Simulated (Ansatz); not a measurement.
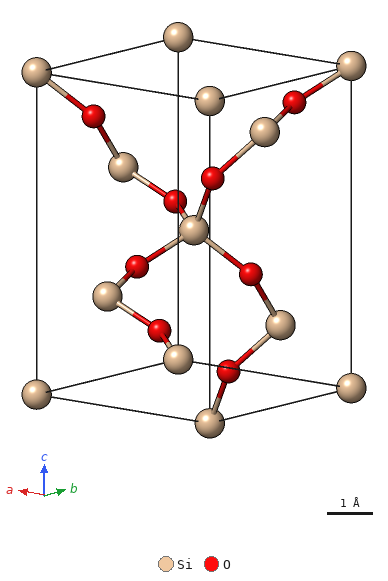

Normal modes of crystalline SiO2, space group I-42d (No. 122), at the zone centre. Style: ball-and-stick. Shown: the conventional cell (2 times the calculation's cell), from a free direction. Lengths and directions refer to the drawn axes.

Method: DFT PBEsol, scalar-relativistic, plane waves, PAW (Ansatz 0.2.0).

Input file:
```yaml
crystal:
  lattice:
    - [-2.4919807583, 2.4919807583, 3.6680118368]
    - [2.4919807583, -2.4919807583, 3.6680118368]
    - [2.4919807583, 2.4919807583, -3.6680118368]
  atoms:
    - { symbol: Si, position: [0.0, 0.0, 0.0] }
    - { symbol: Si, position: [0.75, 0.25, 0.5] }
    - { symbol: O, position: [0.9710895083, 0.625, 0.8460895083] }
    - { symbol: O, position: [0.375, 0.2210895083, 0.3460895083] }
    - { symbol: O, position: [0.7789104917, 0.125, 0.1539104917] }
    - { symbol: O, position: [0.875, 0.0289104917, 0.6539104917] }
basis:
  ecutwfc: 420
kpoints:
  mp_grid: { grid: [6, 6, 6] }
hamiltonian:
  xc: pbesol
scf:
  occupations: { method: fixed }
output:
  eigenvalues: true
phonons:
  method: dfpt
  dielectric: true
  rigid_motions: translations
  eigenvectors: true
```

Launched with:
```bash
ansatz run input.yaml --threads 2 --pin off --max-ram 7168MiB --backend cpu --events-out ev --progress --plain --runs-dir out
```

Frequencies are those without the non-analytic (LO–TO) term.

**Which optical modes does it have, at what frequencies, and is it stable there?**

The calculation's cell holds 6 atoms, so there are 15 optical modes, in 11 levels. The optical modes span 4E + A₁ + 2A₂ + 2B₁ + 2B₂. No level is unstable.

| level | symmetry | frequency (cm⁻¹) | activity |
| --- | --- | --- | --- |
| 1 | E | 132 | infrared- and Raman-active |
| 2 | A₁ | 316 | Raman-active |
| 3 | A₂ | 352 | silent |
| 4 | B₁ | 407 | Raman-active |
| 5 | B₂ | 419 | infrared- and Raman-active |
| 6 | E | 441 | infrared- and Raman-active |
| 7 | B₁ | 751 | Raman-active |
| 8 | E | 765 | infrared- and Raman-active |
| 9 | B₂ | 1053 | infrared- and Raman-active |
| 10 | E | 1062 | infrared- and Raman-active |
| 11 | A₂ | 1101 | silent |

The displacement patterns (one member of each degenerate set), 6 of the levels:

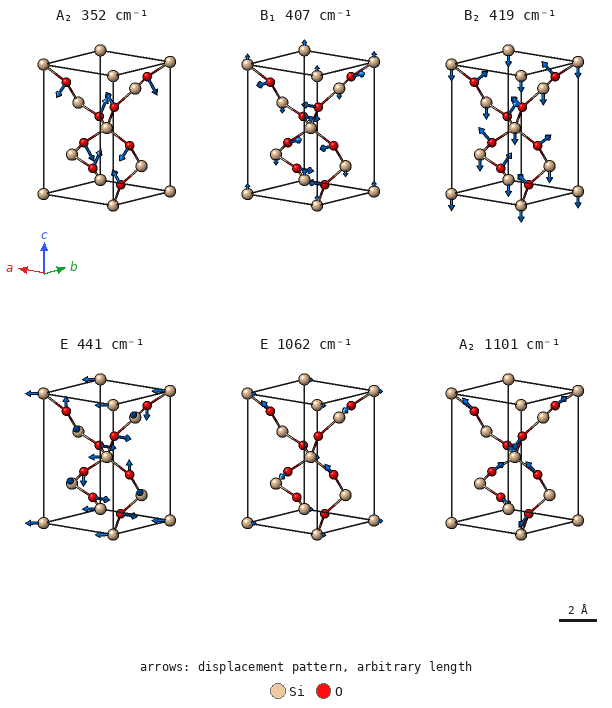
